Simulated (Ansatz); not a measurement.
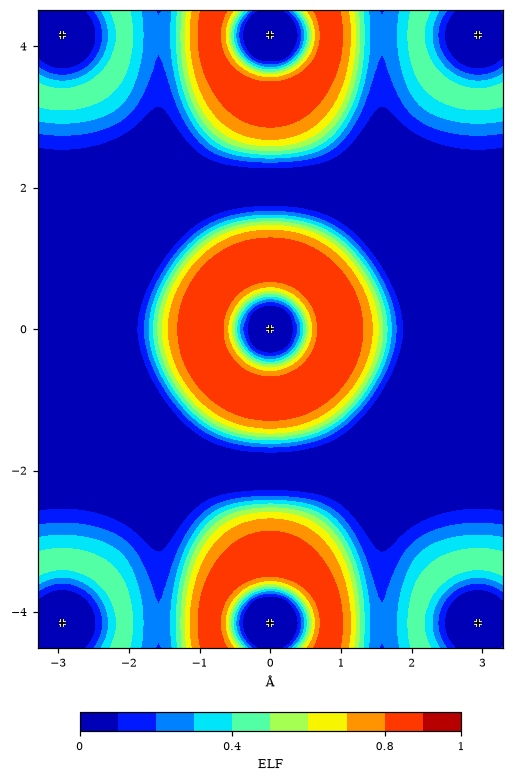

The electron localisation function on a plane through atoms (crosses mark nuclei in the plane).

Level of theory: Ansatz 0.2.0, DFT, PBEsol, plane waves, PAW.

Candidates:
A. CsPbBr3, a = 5.88 Å, b = 5.88 Å, c = 5.88 Å, α = 90.00°, β = 90.00°, γ = 90.00°. Space group Pm-3m; a structure from a database of computed crystals, not necessarily the ambient phase; started from the database structure prototype, which need not be the ambient phase.
B. RbBr, a = 9.69 Å, b = 9.69 Å, c = 4.84 Å, α = 59.92°, β = 59.92°, γ = 59.95°. Space group P-1; started from the rocksalt prototype, which need not be the ambient phase; changed on purpose from its base cell (shaken).

**Which candidate gave the map?**

Candidate A: CsPbBr3 on the (101̄) plane of the conventional cell, which holds Cs, Pb and Br. Pb–Br (2.94 Å): the ELF is about 0.25 at the midpoint. Cs–Br (4.16 Å): the ELF is about 0 at the midpoint; an ionic contact with no shared pair.
